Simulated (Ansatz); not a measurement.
The structure in question:

```
Pb
1.0
     3.67979    0.00000    0.00000
    -1.83990    3.18679    0.00000
     0.00000    0.00000   11.65732
Pb
4
Direct
  0.00000 0.00000 0.00000
  0.33333 0.66667 0.25000
  0.00000 0.00000 0.50000
  0.66667 0.33333 0.75000
```

Interpret the file: composition, symmetry and coordination.

The element is lead. Space group P6_3/mmc (No. 194), lattice primitive hexagonal. Its structure type: double hexagonal close-packed (α-La type). The cell holds four atoms. Each Pb has twelve Pb at 3.61 to 3.68 Å. The bonds build a three-dimensional framework.

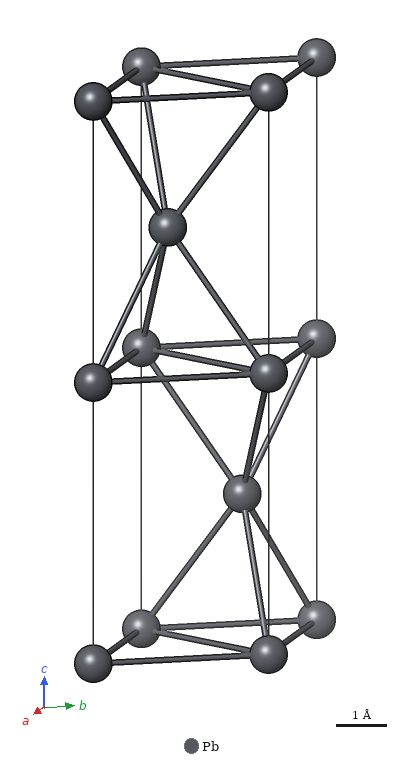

We look at a ball-and-stick model of the crystal slightly off an axis. Thin lines show the conventional unit cell, with boundary atoms drawn in all their periodic places.

The structure comes from a structure listed in the Materials Project. The cell was then strained or its atoms displaced on purpose. It went into a calculation with Ansatz.
